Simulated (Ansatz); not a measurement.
# Run report: NiO, geometry relaxation (part 1 of 3)

- system: NiO (Fm-3m, 2 atoms in the cell)
- method: DFT PBE, scalar-relativistic, plane waves, PAW, spin-polarised (Ansatz 0.2.0)

The structure derives from an entry of the Crystallography Open Database. Figures and captions count atoms from 1; the log counts them from 0 in places.

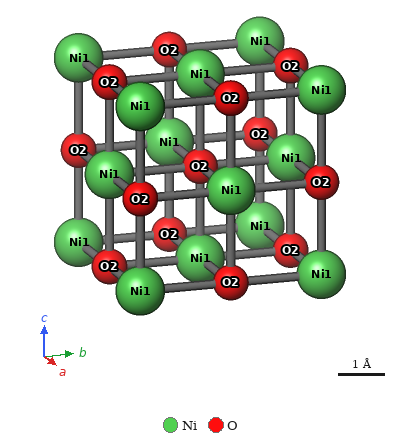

Fig. 1: The starting structure (ball-and-stick view of the cell 4 times as large as that of the calculation, set on its symmetry axes, seen slightly off an axis; atoms are numbered from 1 in the order of the input). An atom can appear more than once, as a periodic image.

## The input
```yaml
crystal:
  lattice:
    - [0.0, 2.0859016414, 2.0859016414]
    - [2.0859016414, 0.0, 2.0859016414]
    - [2.0859016414, 2.0859016414, 0.0]
  atoms:
    - { symbol: Ni, position: [0.0, 0.0, 0.0], spin: 1.61 }
    - { symbol: O, position: [0.5, 0.5, 0.5], spin: 0.33 }
basis:
  ecutwfc: 420
kpoints:
  mp_grid: { grid: [18, 18, 18] }
hamiltonian:
  xc: pbe
scf:
  occupations: { method: gaussian, width: 0.1 }
output:
  forces: true
  stress: true
  eigenvalues: true
  populations: true
  write_density: true
  write_potential: true
  elf: true
  volumetric_format: npy
magnetization:
  spin_polarized: true
relax:
  adjacent_minimum: "off"
  f_tol: 0.005
  max_steps: 80
  cell: { stress_tol: 0.05 }
```

Command:
```bash
ansatz run input.yaml --threads 4 --pin off --max-ram 11264MiB --backend cpu --events-out ev --progress --plain --runs-dir out
```

## What the program printed
```
Engine: ansatz 0.2.0, x86_64-unknown-linux-gnu
Pseudopotentials: kind: paw
Pseudopotential: Ni, paw, valence charge 18, recommended cutoff 420 eV (normal), Ni.paw.azcp
Pseudopotential: O, paw, valence charge 6, recommended cutoff 420 eV (normal), O.paw.azcp
Functional definition: PBE
  parameter kappa = 0.804
  parameter beta = 0.06672455060314922
  exchange = pbe_x(kappa = kappa, mu = beta*pi^2/3)
  correlation = pbe_c(beta = beta)
Crystal: 2 atoms, lattice volume = 18.151 Å³
Basis set: ecut = 420 eV, 339 PW (Γ), exchange–correlation on 40×40×40 points (8 copies of the dense FFT grid, shifted against one another)
Bands: 17, of which v1, the nominal top of the filled ones, is band 12 counted from 1 (11 counted from 0)
Symmetry: 48 space group operations
Space group: Fm-3m (ITA 225), of the structure as read, at distance tolerance 2.6e-5 Å
Magnetic group: BNS 225.116 (UNI 1618), of the structure as read, at distance tolerance 2.6e-5 Å
k-points: 195 of 5832
Non-local potential: Ni, projectors of the file, l = 0: 3, l = 1: 2, l = 2: 3, l = 3: 1
Non-local potential: O, projectors of the file, l = 0: 2, l = 1: 2, l = 2: 1
PAW form: soft (Blöchl's): semilocal exchange-correlation on the pseudo side does not see the compensation charge
PAW one-centre angular grid: Ni, 590 points (default); XC on 64 Gauss nodes
PAW one-centre angular grid: O, 110 points (default); XC on 64 Gauss nodes
Initial density: superposition of atomic densities (chi_scale 0.1, normalization cell, long waves kept (reshape's long-wave potential 0.00 eV rms))
Starting moments: Σ|m| = 1.94 μB on 2 of 2 sites
Initial wavefunctions: pseudopotential atomic-orbital guess
Functional: x = pbe(κ = 0.804, μ = 0.2195149727645171), c = pbe(β = 0.06672455060314922)
SCF iter   1: F=—  HF=-6404.199236 eV  |F-HF|=—  |Δ(HF+E_count)|=         —  Δρ=1.77e-1 (↑9.29e-2 ↓1.77e-1)  dr2=8.93e0  dr2_m=4.60e-1  M=1.299 μB ∫|m|=1.299 μB  β_m=0.30  ethr=3.10e-3  ⟨swp⟩=5.3  Hψ=28347  notcnv=0
Mixer restart at iter 1: flushing history
preconditioner: auto → none  [metal: Δε(μ)=0.006 eV  Ē_g=14.221 eV  σ=0.100 eV  W_gap=0.04  n_scr=8 (ndim 8)  ℏωp=34.9 eV  f_vac=0.000  D(μ)=1.92/eV (n_scr^D=26)  sad-step TF]
SCF iter   2: F=—  HF=-6404.212612 eV  |F-HF|=—  |Δ(HF+E_count)|=   1.34e-2  Δρ=8.21e-2 (↑3.42e-2 ↓8.21e-2)  dr2=1.63e0  dr2_m=1.83e-1  M=1.348 μB ∫|m|=1.350 μB  β_m=0.39  ethr=3.10e-3  ⟨swp⟩=3.0  Hψ=17006  notcnv=0  defer=203
SCF iter   3: F=—  HF=-6404.947089 eV  |F-HF|=—  |Δ(HF+E_count)|=   7.34e-1  Δρ=3.28e-2 (↑1.48e-2 ↓3.28e-2)  dr2=1.27e-1  dr2_m=3.85e-2  M=1.370 μB ∫|m|=1.373 μB  β_m=0.54  ethr=3.10e-3  ⟨swp⟩=2.1  Hψ=11519  notcnv=0  defer=199
SCF iter   4: F=—  HF=-6405.545102 eV  |F-HF|=—  |Δ(HF+E_count)|=         —  Δρ=1.88e-2 (↑4.88e-3 ↓1.88e-2)  dr2=3.55e-2  dr2_m=1.23e-2  M=1.443 μB ∫|m|=1.446 μB  β_m=0.54  ethr=5.28e-4  ⟨swp⟩=2.1  Hψ=14684  notcnv=0  defer=190
Mixer restart at iter 4: flushing history
SCF iter   5: F=—  HF=-6405.633169 eV  |F-HF|=—  |Δ(HF+E_count)|=   8.81e-2  Δρ=1.47e-2 (↑1.47e-2 ↓7.46e-3)  dr2=1.77e-2  dr2_m=1.46e-2  M=1.499 μB ∫|m|=1.502 μB  β_m=0.55  ethr=1.48e-4  ⟨swp⟩=2.1  Hψ=12732  notcnv=0  defer=190
SCF iter   6: F=—  HF=-6405.650414 eV  |F-HF|=—  |Δ(HF+E_count)|=   1.72e-2  Δρ=2.34e-2 (↑9.63e-3 ↓2.34e-2)  dr2=3.54e-2  dr2_m=4.13e-2  M=1.596 μB ∫|m|=1.600 μB  β_m=0.28  ethr=7.38e-5  ⟨swp⟩=2.1  Hψ=15783  notcnv=0  defer=192
SCF iter   7: F=-6405.662010 eV  HF=-6405.664387 eV  |F-HF|=2.38e-3  |Δ(HF+E_count)|=   1.40e-2  Δρ=1.56e-2 (↑7.25e-3 ↓1.56e-2)  dr2=9.38e-3  dr2_m=2.10e-2  M=1.635 μB ∫|m|=1.640 μB  β_m=0.73  ethr=7.38e-5  ⟨swp⟩=2.0  Hψ=10947  notcnv=0  defer=192
SCF iter   8: F=-6405.667796 eV  HF=-6405.669713 eV  |F-HF|=1.92e-3  |Δ(HF+E_count)|=   5.33e-3  Δρ=5.54e-3 (↑5.54e-3 ↓4.72e-3)  dr2=4.54e-3  dr2_m=2.98e-3  M=1.704 μB ∫|m|=1.710 μB  β_m=0.62  ethr=3.91e-5  ⟨swp⟩=2.1  Hψ=11218  notcnv=0  defer=192
SCF iter   9: F=-6405.669792 eV  HF=-6405.669789 eV  |F-HF|=3.10e-6  |Δ(HF+E_count)|=   7.53e-5  Δρ=3.67e-4 (↑3.67e-4 ↓3.13e-4)  dr2=3.01e-6  dr2_m=1.66e-5  M=1.718 μB ∫|m|=1.725 μB  β_m=0.71  ethr=1.89e-5  ⟨swp⟩=2.1  Hψ=12042  notcnv=0  defer=195
SCF iter  10: F=-6405.669798 eV  HF=-6405.669797 eV  |F-HF|=8.57e-7  |Δ(HF+E_count)|=   8.53e-6  Δρ=9.98e-5 (↑9.20e-5 ↓9.98e-5)  dr2=2.96e-7  dr2_m=1.32e-6  M=1.721 μB ∫|m|=1.728 μB  β_m=0.86  ethr=1.25e-8  ⟨swp⟩=2.0  Hψ=11372  notcnv=0  defer=198
SCF iter  11: F=-6405.669798 eV  HF=-6405.669799 eV  |F-HF|=6.37e-8  |Δ(HF+E_count)|=   1.26e-6  Δρ=2.09e-5 (↑9.90e-6 ↓2.09e-5)  dr2=9.13e-8  dr2_m=8.83e-9  M=1.722 μB ∫|m|=1.729 μB  β_m=0.93  ethr=1.23e-9  ⟨swp⟩=2.0  Hψ=11171  notcnv=0  defer=200
SCF iter  12: F=-6405.669799 eV  HF=-6405.669799 eV  |F-HF|=9.27e-10  |Δ(HF+E_count)|=   2.99e-9  Δρ=3.54e-6 (↑2.18e-6 ↓3.54e-6)  dr2=1.27e-9  dr2_m=1.09e-9  M=1.722 μB ∫|m|=1.729 μB  ethr=3.81e-10  ⟨swp⟩=7.3  Hψ=39189  notcnv=0
at 1 of the mixer's solves, the last at iteration 6, it left a direction of its history that read negative out of its fit and stepped the other way along it
SCF 1 converged in 12 iterations: F = -6405.669799 eV  dr2 = 1.27e-9
  greatest PAW one-centre occupation: 1.002 electrons in one spin orbital (limit 2), on the Ni atom at site 0 (counted from 0), in its partial waves of l = 1
relax step   1: F+E_penalty+E_count = -6405.66979851 eV  Δ(F+E_penalty+E_count) = +0.000e0 eV  max|allowed force component| = 9.368e-30 eV/Å  Δτ_max = 0.0000 Å  P = +5.609 GPa  Ω = 18.151 Å³  (12 SCF iters, dr2 threshold 1.00e-7 eV, accepted)
Crystal: 2 atoms, lattice volume = 18.396 Å³
Initial density: handed on by an earlier stage of this run
Starting moments: Σ|m| = 1.94 μB on 2 of 2 sites; this step starts from the density that it was given
Initial wavefunctions: those handed on with the density
iter 1 solved again at ethr=3.18e-7 eV; its pass at ethr=3.10e-3 eV (dr2=7.63e-5 eV) is discarded
SCF iter   1: F=—  HF=-6405.673847 eV  |F-HF|=—  |Δ(HF+E_count)|=         —  Δρ=1.49e-3 (↑1.28e-3 ↓1.49e-3)  dr2=6.15e-5  dr2_m=2.79e-4  M=1.739 μB ∫|m|=1.747 μB  β_m=0.65  ethr=3.18e-7  ⟨swp⟩=2.1  Hψ=36557  notcnv=0
preconditioner: auto → none  [metal: Δε(μ)=0.009 eV  Ē_g=14.474 eV  σ=0.100 eV  W_gap=0.05  n_scr=0 (ndim 8)  ℏωp=34.6 eV  f_vac=0.000  D(μ)=1.19/eV (n_scr^D=14)]
SCF iter   2: F=—  HF=-6405.674726 eV  |F-HF|=—  |Δ(HF+E_count)|=   8.79e-4  Δρ=8.88e-4 (↑8.28e-4 ↓8.88e-4)  dr2=1.50e-5  dr2_m=1.18e-4  M=1.742 μB ∫|m|=1.750 μB  β_m=0.65  ethr=2.56e-7  ⟨swp⟩=2.1  Hψ=9729  notcnv=0
SCF iter   3: F=—  HF=-6405.675210 eV  |F-HF|=—  |Δ(HF+E_count)|=   4.85e-4  Δρ=9.36e-4 (↑3.34e-4 ↓9.36e-4)  dr2=4.76e-5  dr2_m=6.49e-5  M=1.750 μB ∫|m|=1.757 μB  β_m=0.82  ethr=6.25e-8  ⟨swp⟩=2.0  Hψ=10698  notcnv=0
SCF iter   4: F=—  HF=-6405.675270 eV  |F-HF|=—  |Δ(HF+E_count)|=   5.93e-5  Δρ=5.97e-4 (↑5.97e-4 ↓2.50e-4)  dr2=1.81e-5  dr2_m=2.64e-5  M=1.753 μB ∫|m|=1.760 μB  β_m=0.37  ethr=6.25e-8  ⟨swp⟩=2.0  Hψ=11391  notcnv=0
SCF iter   5: F=—  HF=-6405.675272 eV  |F-HF|=—  |Δ(HF+E_count)|=   2.87e-6  Δρ=2.36e-4 (↑2.36e-4 ↓1.33e-4)  dr2=3.72e-6  dr2_m=4.51e-6  M=1.757 μB ∫|m|=1.765 μB  β_m=0.73  ethr=6.25e-8  ⟨swp⟩=2.4  Hψ=10251  notcnv=0
SCF iter   6: F=—  HF=-6405.675270 eV  |F-HF|=—  |Δ(HF+E_count)|=   2.29e-6  Δρ=1.00e-4 (↑5.99e-5 ↓1.00e-4)  dr2=2.53e-6  dr2_m=2.45e-7  M=1.759 μB ∫|m|=1.767 μB  β_m=0.65  ethr=1.55e-8  ⟨swp⟩=2.1  Hψ=10258  notcnv=0
SCF iter   7: F=—  HF=-6405.675275 eV  |F-HF|=—  |Δ(HF+E_count)|=   5.09e-6  Δρ=9.41e-6 (↑9.41e-6 ↓8.82e-6)  dr2=1.78e-8  dr2_m=8.98e-9  M=1.758 μB ∫|m|=1.766 μB  β_m=0.83  ethr=1.05e-8  ⟨swp⟩=2.3  Hψ=11017  notcnv=0
SCF iter   8: F=-6405.675275 eV  HF=-6405.675275 eV  |F-HF|=1.07e-8  |Δ(HF+E_count)|=   4.82e-8  Δρ=9.93e-6 (↑2.04e-6 ↓9.93e-6)  dr2=1.31e-8  dr2_m=5.37e-9  M=1.758 μB ∫|m|=1.766 μB  ethr=7.42e-11  ⟨swp⟩=5.2  Hψ=37406  notcnv=0
SCF 2 converged in 8 iterations: F = -6405.675275 eV  dr2 = 1.31e-8
relax step   2: F+E_penalty+E_count = -6405.67527532 eV  Δ(F+E_penalty+E_count) = -5.477e-3 eV  max|allowed force component| = 2.025e-29 eV/Å  Δτ_max = 0.0000 Å  P = +3.080 GPa  Ω = 18.396 Å³  energy of the carried Pulay correction = -1.137e-3 eV  (8 SCF iters, dr2 threshold 2.00e-7 eV, accepted)
Crystal: 2 atoms, lattice volume = 18.703 Å³
iter 1 solved again at ethr=4.70e-7 eV; its pass at ethr=3.10e-3 eV (dr2=1.13e-4 eV) is discarded
SCF iter   1: F=—  HF=-6405.674865 eV  |F-HF|=—  |Δ(HF+E_count)|=         —  Δρ=1.78e-3 (↑1.48e-3 ↓1.78e-3)  dr2=1.11e-4  dr2_m=3.92e-4  M=1.779 μB ∫|m|=1.788 μB  β_m=0.65  ethr=4.70e-7  ⟨swp⟩=1.9  Hψ=38376  notcnv=0
preconditioner: auto → none  [metal: Δε(μ)=0.006 eV  Ē_g=14.341 eV  σ=0.100 eV  W_gap=0.03  n_scr=0 (ndim 8)  ℏωp=34.3 eV  f_vac=0.000  D(μ)=1.18/eV (n_scr^D=14)]
SCF iter   2: F=—  HF=-6405.676143 eV  |F-HF|=—  |Δ(HF+E_count)|=   1.28e-3  Δρ=1.05e-3 (↑1.05e-3 ↓9.53e-4)  dr2=2.36e-5  dr2_m=1.57e-4  M=1.783 μB ∫|m|=1.792 μB  β_m=0.65  ethr=4.62e-7  ⟨swp⟩=2.2  Hψ=10357  notcnv=0
SCF iter   3: F=—  HF=-6405.676808 eV  |F-HF|=—  |Δ(HF+E_count)|=   6.64e-4  Δρ=1.51e-3 (↑3.03e-4 ↓1.51e-3)  dr2=2.72e-4  dr2_m=1.06e-4  M=1.791 μB ∫|m|=1.799 μB  β_m=0.65  ethr=9.84e-8  ⟨swp⟩=2.0  Hψ=11385  notcnv=0
SCF iter   4: F=—  HF=-6405.676857 eV  |F-HF|=—  |Δ(HF+E_count)|=   4.98e-5  Δρ=5.45e-4 (↑5.39e-4 ↓5.45e-4)  dr2=6.89e-6  dr2_m=4.45e-5  M=1.795 μB ∫|m|=1.803 μB  β_m=0.43  ethr=9.84e-8  ⟨swp⟩=2.2  Hψ=11520  notcnv=0
SCF iter   5: F=—  HF=-6405.676892 eV  |F-HF|=—  |Δ(HF+E_count)|=   3.47e-5  Δρ=2.72e-4 (↑2.08e-4 ↓2.72e-4)  dr2=3.04e-6  dr2_m=8.05e-6  M=1.800 μB ∫|m|=1.808 μB  β_m=0.64  ethr=2.87e-8  ⟨swp⟩=2.1  Hψ=10822  notcnv=0
SCF iter   6: F=—  HF=-6405.676864 eV  |F-HF|=—  |Δ(HF+E_count)|=   2.78e-5  Δρ=1.99e-4 (↑6.46e-5 ↓1.99e-4)  dr2=6.92e-6  dr2_m=1.51e-6  M=1.804 μB ∫|m|=1.812 μB  β_m=0.75  ethr=1.26e-8  ⟨swp⟩=2.0  Hψ=11399  notcnv=0
SCF iter   7: F=—  HF=-6405.676895 eV  |F-HF|=—  |Δ(HF+E_count)|=   3.04e-5  Δρ=8.46e-5 (↑2.36e-5 ↓8.46e-5)  dr2=1.01e-6  dr2_m=3.07e-7  M=1.802 μB ∫|m|=1.810 μB  β_m=0.88  ethr=1.26e-8  ⟨swp⟩=2.2  Hψ=10876  notcnv=0
SCF iter   8: F=—  HF=-6405.676898 eV  |F-HF|=—  |Δ(HF+E_count)|=   3.63e-6  Δρ=1.16e-5 (↑5.38e-6 ↓1.16e-5)  dr2=2.32e-8  dr2_m=6.42e-9  M=1.801 μB ∫|m|=1.809 μB  β_m=0.94  ethr=4.21e-9  ⟨swp⟩=2.2  Hψ=10934  notcnv=0
SCF iter   9: F=-6405.676898 eV  HF=-6405.676898 eV  |F-HF|=4.50e-9  |Δ(HF+E_count)|=   9.01e-8  Δρ=5.04e-6 (↑2.54e-6 ↓5.04e-6)  dr2=5.22e-9  dr2_m=1.44e-9  M=1.801 μB ∫|m|=1.809 μB  ethr=9.65e-11  ⟨swp⟩=5.1  Hψ=37865  notcnv=0
SCF 3 converged in 9 iterations: F = -6405.676898 eV  dr2 = 5.22e-9
relax step   3: F+E_penalty+E_count = -6405.67689847 eV  Δ(F+E_penalty+E_count) = -1.623e-3 eV  max|allowed force component| = 5.285e-29 eV/Å  Δτ_max = 0.0000 Å  P = +0.117 GPa  Ω = 18.703 Å³  energy of the carried Pulay correction = -2.542e-3 eV  (9 SCF iters, dr2 threshold 2.00e-7 eV, accepted)
Crystal: 2 atoms, lattice volume = 18.716 Å³
iter 1 solved again at ethr=7.86e-10 eV; its pass at ethr=3.10e-3 eV (dr2=1.89e-7 eV) is discarded
```
